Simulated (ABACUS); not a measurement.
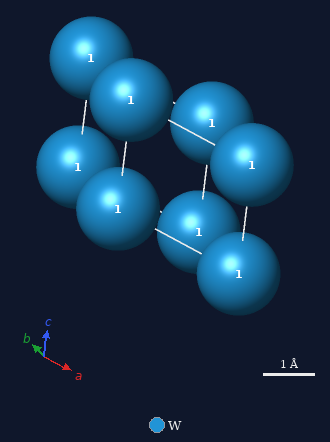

**Figure 1.** The structure as given in the input (spheres-only view of the cell of the calculation, seen slightly off an axis; atoms are numbered from 1 in the order of the input).

## Run report: W, geometry relaxation (part 1 of 2)

W (Im-3m, 1 atom in the cell), computed with Kohn-Sham DFT of a periodic cell, LDA, PseudoDojo NC SR 0.4.1 LDA stringent, no spin polarisation (ABACUS 3.10.1).

The structure derives from an entry of the Crystallography Open Database.

## The input
```python
"""Relaxation by an ASE optimiser with ABACUS as a small file-based calculator."""
import re
import subprocess
import numpy as np
from ase.calculators.calculator import Calculator, all_changes
from ase.filters import FrechetCellFilter
from ase.io import read
from ase.optimize import BFGSLineSearch
from ase.stress import full_3x3_to_voigt_6_stress
from ase.units import Bohr, GPa

atoms = read("W.cif")
atoms = atoms[(-atoms.numbers).argsort(kind="stable")]  # ABACUS lists atoms element by element
pseudo = {'W': 'W.upf'}
orbital = {}
magmoms = None
kmesh = [10, 10, 10]
params = {
    'suffix': 'W',
    'calculation': 'scf',
    'basis_type': 'pw',
    'pseudo_dir': './',
    'symmetry': 1,
    'dft_functional': 'pz',
    'ecutwfc': 124,
    'pseudo_rcut': 10,
    'nspin': 1,
    'nbands': 18,
    'ks_solver': 'dav',
    'smearing_method': 'fd',
    'smearing_sigma': 0.00367493,
    'scf_thr': 1e-08,
    'scf_nmax': 100,
    'mixing_type': 'broyden',
    'mixing_beta': 0.7,
    'cal_force': 1,
    'cal_stress': 1,
    'kpar': 4,
}


def write_input(atoms):
    symbols = atoms.get_chemical_symbols()
    elements = list(dict.fromkeys(symbols))
    lines = ["ATOMIC_SPECIES"] + [f"{e} {atoms.get_masses()[symbols.index(e)]:.4f} {pseudo[e]}" for e in elements]
    if orbital:
        lines += ["", "NUMERICAL_ORBITAL"] + [orbital[e] for e in elements]
    lines += ["", "LATTICE_CONSTANT", f"{1 / Bohr:.10f}", "", "LATTICE_VECTORS"]
    lines += [" ".join(f"{x:.10f}" for x in v) for v in atoms.cell]
    lines += ["", "ATOMIC_POSITIONS", "Direct"]
    for e in elements:
        lines += ["", e, "0.0", str(symbols.count(e))]
        for i, p in enumerate(atoms.get_scaled_positions(wrap=False)):
            if symbols[i] == e:
                mag = "" if magmoms is None else " mag " + " ".join(str(x) for x in (magmoms[i] if isinstance(magmoms[i], list) else [magmoms[i]]))
                lines.append(" ".join(f"{x:.10f}" for x in p) + " 1 1 1" + mag)
    open("STRU", "w").write("\n".join(lines) + "\n")
    open("KPT", "w").write("K_POINTS\n0\nGamma\n%d %d %d 0 0 0\n" % tuple(kmesh))
    open("INPUT", "w").write("INPUT_PARAMETERS\n" + "".join(f"{k:<20s}{v}\n" for k, v in params.items()))


class Abacus(Calculator):
    implemented_properties = ["energy", "free_energy", "forces", "stress"]

    def calculate(self, atoms=None, properties=("energy",), system_changes=all_changes):
        super().calculate(atoms, properties, system_changes)
        write_input(self.atoms)
        subprocess.run(['mpirun', '-np', '4', 'abacus'], check=True)
        log = open("OUT.W/running_scf.log").read()
        if "charge density convergence is achieved" not in log:
            raise RuntimeError("SCF not converged")
        rows = lambda title, n: np.array([l.split()[-3:] for l in log.split(title)[-1].split("\n")[2:2 + n]], float)
        energy = float(re.findall(r"FINAL_ETOT_IS (\S+)", log)[-1])
        stress = -rows("TOTAL-STRESS", 3) / 10 * GPa  # ABACUS prints kbar, compression positive
        self.results = dict(energy=energy, free_energy=energy, forces=rows("TOTAL-FORCE", len(self.atoms)), stress=full_3x3_to_voigt_6_stress(stress))


atoms.calc = Abacus()
opt = BFGSLineSearch(FrechetCellFilter(atoms), logfile="opt.log", trajectory="relax.traj")
print("optimiser converged:", opt.run(fmax=0.01, steps=60))
```

## File W.cif
```
data_W
_cell_length_a 2.74070194
_cell_length_b 2.74070194
_cell_length_c 2.74070194
_cell_angle_alpha 109.47122063
_cell_angle_beta 109.47122063
_cell_angle_gamma 109.47122063
_space_group_name_H-M_alt 'P1'
_space_group_name_Hall 'P 1'
_space_group_IT_number 1
loop_
_space_group_symop_operation_xyz
'x,y,z'
loop_
_atom_site_label
_atom_site_type_symbol
_atom_site_symmetry_multiplicity
_atom_site_Wyckoff_symbol
_atom_site_fract_x
_atom_site_fract_y
_atom_site_fract_z
_atom_site_occupancy
W1 W 1 a 0.0000000000 0.0000000000 0.0000000000 1
```

## File INPUT
```
INPUT_PARAMETERS
suffix              W
calculation         scf
basis_type          pw
pseudo_dir          ./
symmetry            1
dft_functional      pz
ecutwfc             124
pseudo_rcut         10
nspin               1
nbands              18
ks_solver           dav
smearing_method     fd
smearing_sigma      0.00367493
scf_thr             1e-08
scf_nmax            100
mixing_type         broyden
mixing_beta         0.7
cal_force           1
cal_stress          1
kpar                4
```

## File STRU
```
ATOMIC_SPECIES
W 183.8400 W.upf

LATTICE_CONSTANT
1.8897261258

LATTICE_VECTORS
2.7178210903 0.0000000000 0.0000000000
-0.9059403632 2.5623862974 0.0000000000
-0.9059403632 -1.2811931483 2.2190916281

ATOMIC_POSITIONS
Direct

W
0.0
1
0.0000000000 0.0000000000 0.0000000000 1 1 1
```

## File KPT
```
K_POINTS
0
Gamma
10 10 10 0 0 0
```

Machine: 4 threads of AMD EPYC (Zen 3), 128 GiB of memory available, shared host.

Launch command:
```bash
OMP_NUM_THREADS=1 python run_abacus.py > log
```

## The program's output
```
ABACUS v3.10.1

               Atomic-orbital Based Ab-initio Computation at UStc

 ------------------------------------------------------------------------------------

 READING GENERAL INFORMATION
                           global_out_dir = OUT.W/
                           global_in_card = INPUT
                               pseudo_dir = ./
                              orbital_dir =
                                    DSIZE = 4
                                    GSIZE = 1

 READING UNITCELL INFORMATION
                                    ntype = 1
                  lattice constant (Bohr) = 1.88973
              lattice constant (Angstrom) = 1

 READING ATOM TYPE 1
                               atom label = W
                      L=0, number of zeta = 1
                      L=1, number of zeta = 1
                      L=2, number of zeta = 1
             number of atom for this type = 1

                        TOTAL ATOM NUMBER = 1
DIRECT COORDINATES
    atom                   x                   y                   z     mag                  vx                  vy                  vz
taud_W1            0.0000000000        0.0000000000        0.0000000000  0.0000        0.0000000000        0.0000000000        0.0000000000

                          Volume (Bohr^3) = 104.289
                             Volume (A^3) = 15.454

 Lattice vectors: (Cartesian coordinate: in unit of a_0)
             +2.71782                  +0                  +0
             -0.90594            +2.56239                  +0
             -0.90594            -1.28119            +2.21909
 Reciprocal vectors: (Cartesian coordinate: in unit of 2 pi/a_0)
            +0.367942           +0.130087           +0.225317
                   -0           +0.390261           +0.225317
                   +0                  -0           +0.450635
 The esolver type has been set to : ksdft_pw

                PAO radial cut off (Bohr) = 10

 Read in pseudopotential file is W.upf
                     pseudopotential type = NC
          exchange-correlation functional = SLAPWNOGXNOGC
                 nonlocal core correction = 1
                        valence electrons = 28
                                     lmax = 3
                           number of zeta = 5
                     number of projectors = 8
                           L of projector = 0
                           L of projector = 0
                           L of projector = 1
                           L of projector = 1
                           L of projector = 2
                           L of projector = 2
                           L of projector = 3
                           L of projector = 3
 XC functional updated to : pz
          exchange-correlation functional = PZ
     initial pseudo atomic orbital number = 17

 SETUP THE ELECTRONS NUMBER
             electron number of element W = 28
       total electron number of element W = 28
            AUTOSET number of electrons:  = 28
                           occupied bands = 14
                                   NBANDS = 18
                                   NLOCAL = 9

%%%%%%%%%%%%%%%%%%%%%%%%%%%%%%%%%%%%%%%%%%%%%%%%%%%%%%%%%%%%%%%%%%%%%%%%%%%%%%%%%%%%%%%%%%%%%%%%%%%%%%%%%%
 Warning: the number of valence electrons in pseudopotential > 6 for W: [Xe] 4f14 5d4 6s2
 Pseudopotentials with additional electrons can yield (more) accurate outcomes, but may be less efficient.
 If you're confident that your chosen pseudopotential is appropriate, you can safely ignore this warning.
%%%%%%%%%%%%%%%%%%%%%%%%%%%%%%%%%%%%%%%%%%%%%%%%%%%%%%%%%%%%%%%%%%%%%%%%%%%%%%%%%%%%%%%%%%%%%%%%%%%%%%%%%%

 SETUP THE PLANE WAVE BASIS
 energy cutoff for charge/potential (unit:Ry) = 496
            fft grid for charge/potential = [ 40, 40, 40 ]
                        fft grid division = [ 1, 1, 1 ]
        big fft grid for charge/potential = [ 40, 40, 40 ]
                                     nbxx = 64000
                                     nrxx = 64000

 SETUP PLANE WAVES FOR CHARGE/POTENTIAL
                    number of plane waves = 19381
                         number of sticks = 977

 PARALLEL PW FOR CHARGE/POTENTIAL
     PROC   COLUMNS(POT)             PW
        1            977          19381
 --------------- sum -------------------
        1            977          19381
                            number of |g| = 320
                                  max |g| = 44.6758
                                  min |g| = 0

----------- Double Check Mixing Parameters Begin ------------
mixing_type: broyden
mixing_beta: 0.7
mixing_gg0: 1
mixing_gg0_min: 0.1
mixing_ndim: 8
----------- Double Check Mixing Parameters End ------------

 LATTICE VECTORS: (CARTESIAN COORDINATE: IN UNIT OF A0)
             +2.71782                  +0                  +0
             -0.90594            +2.56239                  +0
             -0.90594            -1.28119            +2.21909
                       right hand lattice = 1
                                   NORM_A = 2.71782
                                   NORM_B = 2.71782
                                   NORM_C = 2.71782
                           ALPHA (DEGREE) = 109.471
                           BETA  (DEGREE) = 109.471
                           GAMMA (DEGREE) = 109.471

 The lattice vectors have been changed (STRU_SIMPLE.cif)

(for optimal symmetric configuration:)
                             BRAVAIS TYPE = 2
                     BRAVAIS LATTICE NAME = 02. Cubic I (body-centered)
                                    ibrav = 2
                                    IBRAV = 2
                                  BRAVAIS = BODY CENTERED CUBIC
                       LATTICE CONSTANT A = 3.13827
Original cell was already a primitive cell.
                        ROTATION MATRICES = 48
              PURE POINT GROUP OPERATIONS = 48
                   SPACE GROUP OPERATIONS = 48
                              POINT GROUP = O_h
               POINT GROUP IN SPACE GROUP = O_h

 SETUP K-POINTS
                                    nspin = 1
                   Input type of k points = Monkhorst-Pack(Gamma)
                                   nkstot = 1000
                       right hand lattice = 1
(for reciprocal lattice: )
                             BRAVAIS TYPE = 3
                     BRAVAIS LATTICE NAME = 03. Cubic F (face-centered)
                                    ibrav = 3
                       right hand lattice = 1
(for k-lattice: )
                             BRAVAIS TYPE = 3
                     BRAVAIS LATTICE NAME = 03. Cubic F (face-centered)
                                    ibrav = 3
                       right hand lattice = 1
                        ROTATION MATRICES = 48
                               nkstot_ibz = 47
K-POINTS REDUCTION ACCORDING TO SYMMETRY
     IBZ    DIRECT_X    DIRECT_Y    DIRECT_Z  WEIGHT  ibz2bz
       1  0.00000000  0.00000000  0.00000000  0.0010       0
       2 -0.10000000  0.10000000  0.00000000  0.0120       1
       3 -0.20000000  0.20000000  0.00000000  0.0120       2
       4 -0.30000000  0.30000000  0.00000000  0.0120       3
       5 -0.40000000  0.40000000  0.00000000  0.0120       4
       6  0.50000000  0.50000000  0.00000000  0.0060       5
       7  0.10000000  0.10000000 -0.20000000  0.0240      11
       8 -0.10000000 -0.20000000  0.30000000  0.0480      12
       9 -0.40000000  0.30000000  0.10000000  0.0480      13
      10  0.50000000  0.40000000  0.10000000  0.0480      14
      11 -0.20000000 -0.20000000  0.40000000  0.0240      22
      12  0.50000000  0.30000000  0.20000000  0.0480      23
      13  0.40000000  0.40000000  0.20000000  0.0240      24
      14  0.40000000  0.30000000  0.30000000  0.0240      33
      15 -0.10000000 -0.10000000  0.30000000  0.0080     111
      16 -0.10000000 -0.20000000  0.40000000  0.0240     112
      17  0.50000000  0.30000000  0.10000000  0.0240     113
      18  0.40000000  0.40000000  0.10000000  0.0120     114
      19 -0.10000000  0.10000000  0.10000000  0.0060     119
      20  0.50000000  0.20000000  0.20000000  0.0240     122
      21  0.40000000  0.30000000  0.20000000  0.0480     123
      22 -0.20000000  0.20000000  0.10000000  0.0240     128
      23  0.30000000  0.30000000  0.30000000  0.0080     133
      24 -0.30000000  0.30000000  0.10000000  0.0240     137
      25 -0.30000000  0.20000000  0.20000000  0.0240     138
      26 -0.40000000  0.40000000  0.10000000  0.0240     146
      27 -0.40000000  0.30000000  0.20000000  0.0480     147
      28  0.50000000  0.50000000  0.10000000  0.0120     155
      29  0.50000000  0.40000000  0.20000000  0.0480     156
      30  0.50000000  0.30000000  0.30000000  0.0240     157
[... 17 further k points ...]

                               nkstot now = 47
[... K-POINTS DIRECT COORDINATES: 47 rows ...]

           k-point number in this process = 12
       minimum distributed K point number = 11
[... stars of the k points ...]

[... K-POINTS CARTESIAN COORDINATES: 12 rows ...]

[... K-POINTS DIRECT COORDINATES: 12 rows ...]

 SETUP PLANE WAVES FOR WAVE FUNCTIONS
     energy cutoff for wavefunc (unit:Ry) = 124
              fft grid for wave functions = [ 40, 40, 40 ]
                    number of plane waves = 3367
                         number of sticks = 307

 PARALLEL PW FOR WAVE FUNCTIONS
     PROC   COLUMNS(POT)             PW
        1            307           3367
 --------------- sum -------------------
        1            307           3367

 SETUP NONLOCAL PSEUDOPOTENTIALS IN PLANE WAVE BASIS
 W non-local projectors:
 projector 1 L=0
 projector 2 L=0
 projector 3 L=1
 projector 4 L=1
 projector 5 L=2
 projector 6 L=2
 projector 7 L=3
 projector 8 L=3
      TOTAL NUMBER OF NONLOCAL PROJECTORS = 32

 Init Non-Local PseudoPotential table :
 Init Non-Local-Pseudopotential done.

                                     npwx = 2491

 Make real space PAO into reciprocal space.
       max mesh points in Pseudopotential = 1001
     dq(describe PAO in reciprocal space) = 0.01
                                    max q = 1341

 number of pseudo atomic orbitals for W is 5
WARNING: norm of atomic wavefunction # 4 of atomic type W is 0.999985, renormalized
WARNING: norm of atomic wavefunction # 5 of atomic type W is 0.999926, renormalized

 -------------------------------------------
 SELF-CONSISTENT
 -------------------------------------------
                                 init_chg = atomic
```
